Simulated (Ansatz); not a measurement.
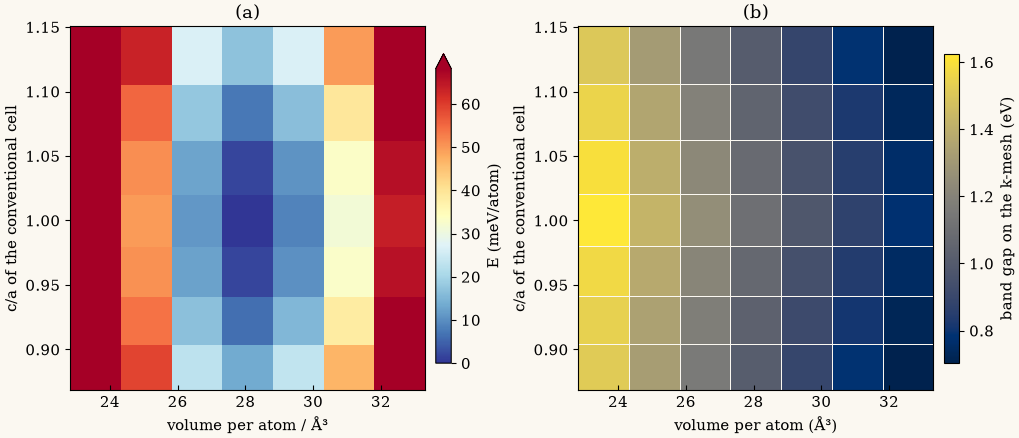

CuI (F-43m, No. 216; 2 atoms in the cell). The energy is mapped over volume and the cell's shape. The first coordinate is: volume per atom; the second: c/a of the conventional cell. Nothing is relaxed (symmetry fixes all fractional coordinates). The scan uses a 7 × 7 grid. Points are written as (first, second). Energies: meV/atom, counted from the lowest grid point. Level of theory: DFT PBE, scalar-relativistic, plane waves, PAW in Ansatz 0.2.0. Settings: cutoff 520 eV, k-mesh 8×8×8, gaussian smearing 0.05 eV, no spin polarisation.

Panel (a) is the energy; panel (b) is the computed band gap on the k-mesh, in eV.

Drawn: one coloured cell a grid point, one colour for all values above the top of the scale.

### How does the band gap on the k-mesh vary over the map, and what is it at the lowest grid point?

It runs from 0.70 eV at (32.56 Å³, 0.886) to 1.62 eV at (23.57 Å³, 1.000). At the lowest grid point, (28.07 Å³, 1.000), it is 1.10 eV.
